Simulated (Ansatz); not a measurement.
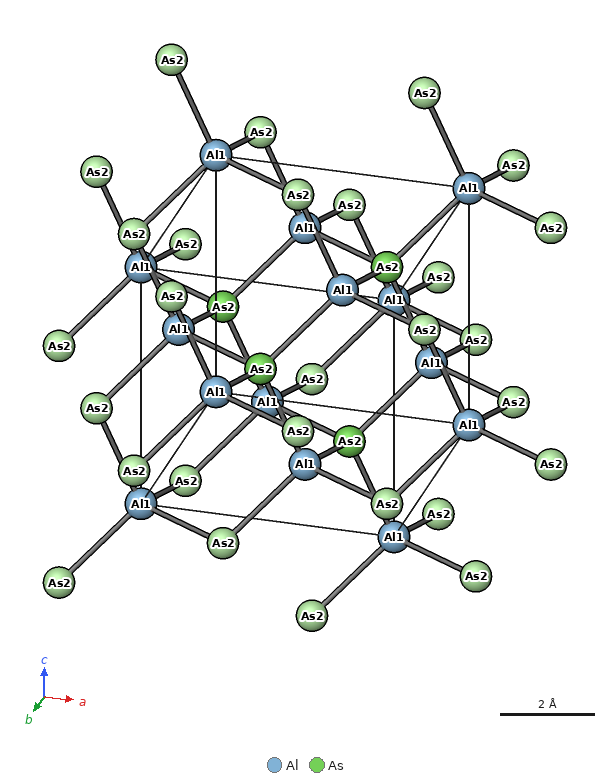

Figure 1. The starting structure (ball-and-stick view of the cell 4 times as large as that of the calculation, set on its symmetry axes, seen at an oblique angle; neighbours outside the cell are drawn fainter; atoms are numbered from 1 in the order of the input). An atom can appear more than once, as a periodic image.

**Geometry relaxation, with input and output: AlAs**

AlAs (F-43m, 2 atoms in the cell), computed with DFT PBEsol, scalar-relativistic, plane waves, PAW, no spin polarisation (Ansatz 0.2.0).

The structure derives from an entry of the Crystallography Open Database. Figures and captions count atoms from 1; the log counts them from 0 in places.

**The program's output**
```
Engine: ansatz 0.2.0, x86_64-unknown-linux-gnu
Pseudopotentials: kind: paw
Pseudopotential: Al, paw, valence charge 3, recommended cutoff 420 eV (normal), Al.paw.azcp
Pseudopotential: As, paw, valence charge 15, recommended cutoff 420 eV (normal), As.paw.azcp
Functional definition: PBEsol
  exchange = pbesol_x
  correlation = pbesol_c
Crystal: 2 atoms, lattice volume = 45.350 Å³
Basis set: ecut = 420 eV, 893 PW (Γ), exchange–correlation on 54×54×54 points (8 copies of the dense FFT grid, shifted against one another)
Bands: 13, of which v1, the nominal top of the filled ones, is band 9 counted from 1 (8 counted from 0)
Symmetry: 24 space group operations
Space group: F-43m (ITA 216), of the structure as read, at distance tolerance 3.6e-5 Å
k-points: 29 of 512 (time reversal used)
Non-local potential: Al, projectors of the file, l = 0: 2, l = 1: 2, l = 2: 1
Non-local potential: As, projectors of the file, l = 0: 2, l = 1: 2, l = 2: 3, l = 3: 1
PAW form: soft (Blöchl's): semilocal exchange-correlation on the pseudo side does not see the compensation charge
PAW frozen core: Al, regenerated for the run's functional, and the local potential with it (the file was generated under x = pbe(κ = 0.804, μ = 0.2195149727645171), c = pbe(β = 0.06672455060314922))
PAW frozen core: As, regenerated for the run's functional, and the local potential with it (the file was generated under x = pbe(κ = 0.804, μ = 0.2195149727645171), c = pbe(β = 0.06672455060314922))
PAW one-centre angular grid: Al, 110 points (default); XC on 64 Gauss nodes
PAW one-centre angular grid: As, 590 points (default); XC on 64 Gauss nodes
Initial density: superposition of atomic densities (neutral atoms: chi_scale 0, normalization atom), corrected by the library's trained network
Initial wavefunctions: pseudopotential atomic-orbital guess
Functional: x = pbesol(κ = 0.804, μ = 0.12345679012345678), c = pbesol(β = 0.046)
SCF iter   1: F=—  HF=-5338.443234 eV  |F-HF|=—  |Δ(HF+E_count)|=         —  Δρ=2.73e-3  dr2=5.88e-3  ethr=1.77e-3  ⟨swp⟩=6.0  Hψ=2353  notcnv=0
preconditioner: auto → none  [insulator: Δε(μ)=1.292 eV  Ē_g=9.858 eV  σ=0.020 eV  W_gap=1.00  n_scr=14 (ndim 8)  ℏωp=15.6 eV  f_vac=0.006  D(μ)=0.00/eV (n_scr^D=0)  ε∞_Penn≈3.5]
SCF iter   2: F=—  HF=-5338.441566 eV  |F-HF|=—  |Δ(HF+E_count)|=   1.67e-3  Δρ=1.08e-3  dr2=5.40e-4  ethr=3.27e-5  ⟨swp⟩=2.6  Hψ=843  notcnv=0
SCF iter   3: F=—  HF=-5338.441570 eV  |F-HF|=—  |Δ(HF+E_count)|=   3.62e-6  Δρ=3.45e-4  dr2=5.05e-5  ethr=3.00e-6  ⟨swp⟩=1.9  Hψ=485  notcnv=0
SCF iter   4: F=—  HF=-5338.441550 eV  |F-HF|=—  |Δ(HF+E_count)|=   1.99e-5  Δρ=7.98e-5  dr2=1.59e-6  ethr=2.81e-7  ⟨swp⟩=2.6  Hψ=575  notcnv=0
SCF iter   5: F=—  HF=-5338.441551 eV  |F-HF|=—  |Δ(HF+E_count)|=   7.70e-7  Δρ=9.31e-6  dr2=2.28e-8  ethr=8.82e-9  ⟨swp⟩=2.0  Hψ=621  notcnv=0
SCF iter   6: F=-5338.441551 eV  HF=-5338.441551 eV  |F-HF|=4.80e-9  |Δ(HF+E_count)|=   7.01e-8  Δρ=3.18e-6  dr2=2.97e-9  ethr=1.26e-10  ⟨swp⟩=4.0  Hψ=1097  notcnv=0
SCF 1 converged in 6 iterations: F = -5338.441551 eV  dr2 = 2.97e-9
  greatest PAW one-centre occupation: 0.999 electrons in one spin orbital (limit 2), on the As atom at site 1 (counted from 0), in its partial waves of l = 2
relax step   1: F+E_penalty+E_count = -5338.44155080 eV  Δ(F+E_penalty+E_count) = +0.000e0 eV  max|allowed force component| = 9.946e-17 eV/Å  Δτ_max = 0.0000 Å  P = +0.539 GPa  Ω = 45.350 Å³  (6 SCF iters, dr2 threshold 1.00e-7 eV, accepted)
Crystal: 2 atoms, lattice volume = 45.641 Å³
Initial density: handed on by an earlier stage of this run
Initial wavefunctions: those handed on with the density
iter 1 solved again at ethr=3.26e-7 eV; its pass at ethr=3.10e-3 eV (dr2=5.87e-5 eV) is discarded
SCF iter   1: F=—  HF=-5338.442094 eV  |F-HF|=—  |Δ(HF+E_count)|=         —  Δρ=2.78e-4  dr2=5.56e-5  ethr=3.26e-7  ⟨swp⟩=2.1  Hψ=2494  notcnv=0
preconditioner: auto → none  [insulator: Δε(μ)=1.338 eV  Ē_g=9.840 eV  σ=0.020 eV  W_gap=1.00  n_scr=14 (ndim 8)  ℏωp=15.5 eV  f_vac=0.002  D(μ)=0.00/eV (n_scr^D=0)  ε∞_Penn≈3.5]
SCF iter   2: F=—  HF=-5338.442050 eV  |F-HF|=—  |Δ(HF+E_count)|=   4.39e-5  Δρ=1.15e-4  dr2=6.63e-6  ethr=3.09e-7  ⟨swp⟩=2.4  Hψ=473  notcnv=0
SCF iter   3: F=—  HF=-5338.442049 eV  |F-HF|=—  |Δ(HF+E_count)|=   1.24e-6  Δρ=2.84e-5  dr2=6.19e-7  ethr=3.68e-8  ⟨swp⟩=2.6  Hψ=635  notcnv=0
SCF iter   4: F=-5338.442049 eV  HF=-5338.442049 eV  |F-HF|=5.90e-9  |Δ(HF+E_count)|=   2.34e-7  Δρ=8.73e-6  dr2=2.16e-8  ethr=1.11e-9  ⟨swp⟩=5.1  Hψ=1748  notcnv=0
SCF 2 converged in 4 iterations: F = -5338.442049 eV  dr2 = 2.16e-8
relax step   2: F+E_penalty+E_count = -5338.44204896 eV  Δ(F+E_penalty+E_count) = -4.982e-4 eV  max|allowed force component| = 2.385e-17 eV/Å  Δτ_max = 0.0000 Å  P = +0.067 GPa  Ω = 45.641 Å³  energy of the carried Pulay correction = -4.949e-5 eV  (4 SCF iters, dr2 threshold 2.00e-7 eV, accepted)
Crystal: 2 atoms, lattice volume = 45.682 Å³
iter 1 solved again at ethr=6.67e-9 eV; its pass at ethr=3.10e-3 eV (dr2=1.20e-6 eV) is discarded
SCF iter   1: F=—  HF=-5338.442080 eV  |F-HF|=—  |Δ(HF+E_count)|=         —  Δρ=4.14e-5  dr2=1.16e-6  ethr=6.67e-9  ⟨swp⟩=2.1  Hψ=2492  notcnv=0
preconditioner: auto → none  [insulator: Δε(μ)=1.343 eV  Ē_g=9.836 eV  σ=0.020 eV  W_gap=1.00  n_scr=14 (ndim 8)  ℏωp=15.5 eV  f_vac=0.001  D(μ)=0.00/eV (n_scr^D=0)  ε∞_Penn≈3.5]
SCF iter   2: F=—  HF=-5338.442051 eV  |F-HF|=—  |Δ(HF+E_count)|=   2.92e-5  Δρ=1.90e-5  dr2=1.66e-7  ethr=6.42e-9  ⟨swp⟩=2.5  Hψ=485  notcnv=0
SCF iter   3: F=—  HF=-5338.442051 eV  |F-HF|=—  |Δ(HF+E_count)|=   7.29e-9  Δρ=4.49e-6  dr2=1.60e-8  ethr=9.24e-10  ⟨swp⟩=2.5  Hψ=634  notcnv=0
SCF iter   4: F=-5338.442051 eV  HF=-5338.442051 eV  |F-HF|=2.16e-10  |Δ(HF+E_count)|=   5.97e-9  Δρ=1.31e-6  dr2=4.74e-10  ethr=6.20e-11  ⟨swp⟩=4.0  Hψ=1131  notcnv=0
SCF 3 converged in 4 iterations: F = -5338.442051 eV  dr2 = 4.74e-10
relax step   3: F+E_penalty+E_count = -5338.44205073 eV  Δ(F+E_penalty+E_count) = -1.764e-6 eV  max|allowed force component| = 3.900e-17 eV/Å  Δτ_max = 0.0000 Å  P = +0.001 GPa  Ω = 45.682 Å³  energy of the carried Pulay correction = -5.651e-5 eV  (4 SCF iters, dr2 threshold 1.12e-8 eV, accepted)
Initial wavefunctions: pseudopotential atomic-orbital guess (no wavefunctions were taken with the density)
iter 1 solved again at ethr=1.41e-7 eV; its pass at ethr=3.10e-3 eV (dr2=2.53e-5 eV) is discarded
SCF iter   1: F=—  HF=-5338.442134 eV  |F-HF|=—  |Δ(HF+E_count)|=         —  Δρ=4.20e-6  dr2=2.01e-9  ethr=1.41e-7  ⟨swp⟩=2.7  Hψ=3249  notcnv=0
eigensolver tolerance schedule: the retry pair's looser diagonalisation over-reported the residual by 12623.34 of it (diagonalisation noise at 1.34 of the residual, at the tolerance the schedule requests for it); recorded, not acted on — ethr = c·dr2/N_el stays at c = 1.0e-1
SCF iter   2: F=—  HF=-5338.442105 eV  |F-HF|=—  |Δ(HF+E_count)|=   2.97e-5  Δρ=2.39e-6  dr2=8.08e-10  ethr=1.12e-11  ⟨swp⟩=2.7  Hψ=689  notcnv=0
SCF iter   3: F=—  HF=-5338.442105 eV  |F-HF|=—  |Δ(HF+E_count)|=   1.52e-9  Δρ=6.76e-7  dr2=6.16e-11  ethr=4.49e-12  ⟨swp⟩=2.2  Hψ=458  notcnv=0
SCF iter   4: F=-5338.442105 eV  HF=-5338.442105 eV  |F-HF|=9.09e-13  |Δ(HF+E_count)|=  1.63e-10  Δρ=9.45e-8  dr2=2.18e-12  ethr=1.00e-12  ⟨swp⟩=5.1  Hψ=1413  notcnv=0
SCF 4 converged in 4 iterations: F = -5338.442105 eV  dr2 = 2.18e-12
relax step   4: F+E_penalty+E_count = -5338.44210454 eV  Δ(F+E_penalty+E_count) = -5.382e-5 eV  max|allowed force component| = 3.061e-17 eV/Å  Δτ_max = 0.0000 Å  P = +0.003 GPa  Ω = 45.682 Å³  stress off target by 2.91e-3 GPa  SCF on the basis re-selected at this cell (its energy is not comparable with the rows above)  (4 SCF iters)
```

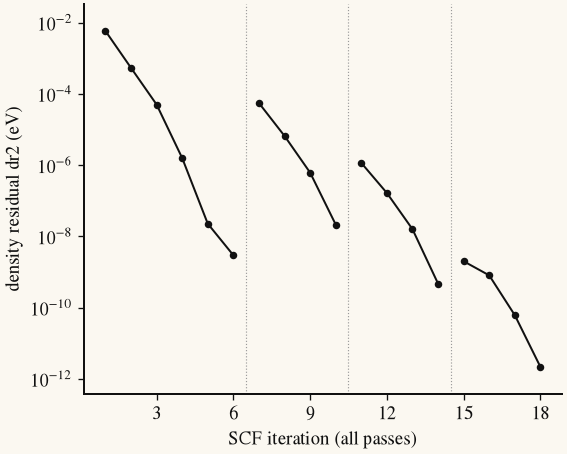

Figure 2. Convergence of the self-consistent field: density residual dr2 against the SCF iteration. The dotted lines part the SCF passes of the relaxation: geometry steps, rejected trials and re-solves on a re-selected basis. The passes take 6, 4, 4 and 4 iterations.

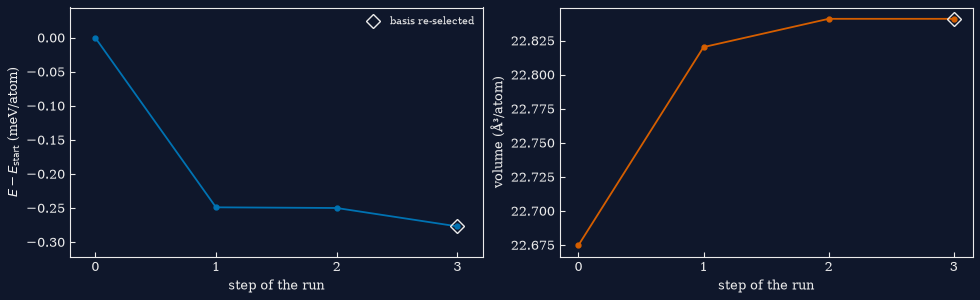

Figure 3. Progress of the relaxation, step by step (the first geometry is step 0 here and step 1 in the log). The atoms keep their places relative to the cell (all moves are under 0.005 Å). Cell: a = b = c 5.661 → 5.675 Å (+0.2 %). Volume +0.7 %. Among the contacts that change: Al1–As2 2.451 → 2.457 Å. The space group stays F-43m (No. 216). Over 2 geometry steps the energy falls by 0.3 meV per atom. All forces vanish by symmetry, so only the cell relaxes. Pressure: 0.54 GPa at the start and 0.00 GPa at the end. A last SCF at the same geometry on a re-selected plane-wave basis shifts the energy by next to nothing (0.0 meV per atom). (Atoms are counted from 1 in the order of the input.)

```
basis re-selected at this cell: Δ(F+E_penalty+E_count) = -5.382e-5 eV, ΔP = +0.002 GPa vs the last step (what re-selecting the basis moved, of the pressure what is left beyond the Pulay correction that the steps carried, after the strain that the cell walked since its last selection, with what the two solves' SCF thresholds leave and, on support functions, any second-order correction that the steps lacked; it is no measure of the basis error at this ecutwfc). This SCF's stress stands 2.91e-3 GPa from its target on what of the cell is left free (relax.cell.stress_tol is 5.00e-2 GPa) and its largest allowed force component is 3.06e-17 eV/Å (relax.f_tol is 5.00e-3 eV/Å): within both
SCF converged after 4 iterations
Free energy (F): -5338.442105 eV
Harris-Foulkes:  -5338.442105 eV  (|F-HF|=9.09e-13)
Internal energy: -5338.442105 eV  (E = F + TS)
E sigma→0 (E₀):  -5338.442105 eV
Fermi energy:    6.864895 eV
--- Per-component energies (eV) ---
  E_band       = -269.802256
  E_kinetic    = 126.533374
  E_local      = -2121.635889  (includes V_loc(G=0)·N_el)
  E_nonlocal   = -657.652149
  E_hartree    = 1132.300223
  E_xc         = -117.929623
  E_vxc        = -108.268577  (∫ρ·V_xc dr)
  E_paw        = -2248.248302  (= ΣΔE_a)
  E_vpaw       = 226.620500  (= ΣTr[D̂ρ^β])
  E_aug_tail   = 0.000005  (compensation charges beyond the density's cutoff)
  E_ewald      = -1452.795310
  E_core_change = 0.985568  (= ΣΔE_core)
  E_smearing   = -0.000000  (= −TS)
  E_closure    = 0.000000  (closes the sum)
  Σ components = -5338.442105   (vs F -5338.442105, Δ=0.00e0)
--- Forces (eV/Å), atoms counted from 1 ---
  atom   1  Al    -0.00000000     0.00000000     0.00000000
  atom   2  As     0.00000000    -0.00000000    -0.00000000
  max |Σ_I F_I| component: 5.44e-17 eV/Å
--- Stress (GPa, compression-positive) ---
        0.002915      -0.000000      -0.000000
       -0.000000       0.002915       0.000000
        0.000000       0.000000       0.002915
  P = ⅓ Tr σ = 0.0029 GPa (0.029 kbar)
--- Band table (eV; the first three rows and the last of 29) ---
  k-point 0: bands = ["-28.2109", "-28.2109", "-28.2109", "-28.2002", "-28.2002", "-5.6534", "6.1934", "6.1934", "6.1934", "8.0989", "10.4549", "10.4549", "10.4549"]
  k-point 1: bands = ["-28.2109", "-28.2108", "-28.2108", "-28.2002", "-28.2002", "-5.5019", "4.7507", "6.0337", "6.0337", "8.8784", "10.7347", "10.7347", "10.8267"]
  k-point 2: bands = ["-28.2108", "-28.2105", "-28.2105", "-28.2002", "-28.2002", "-5.0815", "2.8018", "5.7187", "5.7187", "8.7199", "11.0695", "11.0695", "12.5262"]
  k-point 28: bands = ["-28.2106", "-28.2102", "-28.2091", "-28.2004", "-28.1997", "-3.6774", "1.1341", "3.0149", "3.3692", "10.4265", "11.7788", "11.8181", "12.1690"]
--- Relaxed structure (3 steps of the walk, 3 accepted, 1 SCFs on fresh bases) ---
  F+E_penalty+E_count = -5338.44210454 eV   max|allowed force component| = 3.061e-17 eV/Å   (the final SCF, on the basis selected at the relaxed cell)
  cell:  # Å, volume = 45.6820 Å³
    - [2.0126719529937577e-33, 2.8372982425473947, 2.8372982425473947]
    - [2.8372982425473947, 7.235428286711739e-33, 2.8372982425473947]
    - [2.8372982425473947, 2.8372982425473947, 3.5412835628624355e-33]
  atoms:
    - { symbol: Al, position: [6.605981443173903e-34, -6.322462926299486e-34, -6.37916662967437e-34] }
    - { symbol: As, position: [0.75, 0.75, 0.75] }
```

**Trajectory as extended XYZ (Å, eV, eV/Å), 4 frames, from step=1 to step=4**
```
2
Lattice="0.0000 2.8304 2.8304 2.8304 0.0000 2.8304 2.8304 2.8304 0.0000" Properties=species:S:1:pos:R:3:forces:R:3 step=1 energy=-5338.44155 pressure_GPa=0.54
Al    0.0000    0.0000    0.0000    0.0000   0.0000   0.0000
As    4.2456    4.2456    4.2456    0.0000   0.0000   0.0000
2
Lattice="0.0000 2.8364 2.8364 2.8364 0.0000 2.8364 2.8364 2.8364 0.0000" Properties=species:S:1:pos:R:3:forces:R:3 step=2 energy=-5338.44205 pressure_GPa=0.07
Al    0.0000    0.0000    0.0000    0.0000   0.0000   0.0000
As    4.2547    4.2547    4.2547    0.0000   0.0000   0.0000
2
Lattice="0.0000 2.8373 2.8373 2.8373 0.0000 2.8373 2.8373 2.8373 0.0000" Properties=species:S:1:pos:R:3:forces:R:3 step=3 energy=-5338.44205 pressure_GPa=0.00
Al    0.0000    0.0000    0.0000    0.0000   0.0000   0.0000
As    4.2559    4.2559    4.2559    0.0000   0.0000   0.0000
2
Lattice="0.0000 2.8373 2.8373 2.8373 0.0000 2.8373 2.8373 2.8373 0.0000" Properties=species:S:1:pos:R:3:forces:R:3 step=4 energy=-5338.44211 pressure_GPa=0.00
Al    0.0000    0.0000    0.0000    0.0000   0.0000   0.0000
As    4.2559    4.2559    4.2559    0.0000   0.0000   0.0000
```

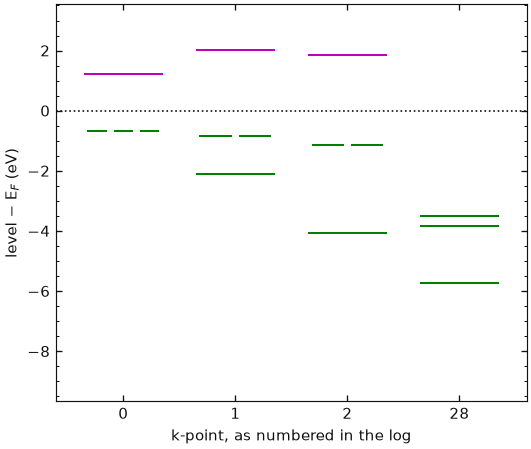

Figure 4. Kohn–Sham levels near the Fermi level (dotted) at the few k-points that the log prints; levels within 0.02 eV of each other stand side by side. Among these points the highest filled and lowest empty levels are 1.91 eV apart; the gap on the full mesh, 1.34 eV, has an edge at a point that isn't printed.

This output came from the following input.

**Input file**
```yaml
crystal:
  lattice:
    - [0.0, 2.8304, 2.8304]
    - [2.8304, 0.0, 2.8304]
    - [2.8304, 2.8304, 0.0]
  atoms:
    - { symbol: Al, position: [0.0, 0.0, 0.0] }
    - { symbol: As, position: [0.75, 0.75, 0.75] }
basis:
  ecutwfc: 420
kpoints:
  mp_grid: { grid: [8, 8, 8] }
hamiltonian:
  xc: pbesol
scf:
  occupations: { method: gaussian, width: 0.02 }
output:
  forces: true
  stress: true
  eigenvalues: true
relax:
  adjacent_minimum: "off"
  f_tol: 0.005
  max_steps: 80
  cell: { stress_tol: 0.05 }
```

Command:
```bash
ansatz run input.yaml --threads 4 --pin off --max-ram 10240MiB --backend cpu --events-out ev --progress --plain --runs-dir out
```

**Results in brief**

| quantity | value |
| --- | --- |
| outcome | converged |
| space group (tolerance 0.01 Å) | F-43m (216) |
| electrons treated | 18 |
| free energy | −5338.4421 eV |
| Fermi energy | 6.865 eV |
| gap on the k-point mesh | 1.34 eV |
| pressure | 0.00 GPa |
| final volume | 45.68 Å³ |
| largest force (length of the vector) at the end | under 0.001 eV/Å |
| final cell | a = 4.013 Å, b = 4.013 Å, c = 4.013 Å, α = 60.00°, β = 60.00°, γ = 60.00° |
| hardware | 4 threads of Intel Xeon (Granite Rapids), 32 GiB of memory available, shared host |
| wall time | 1.6 s (CPU time 5.1 s) |
| peak memory | 0.37 GiB |
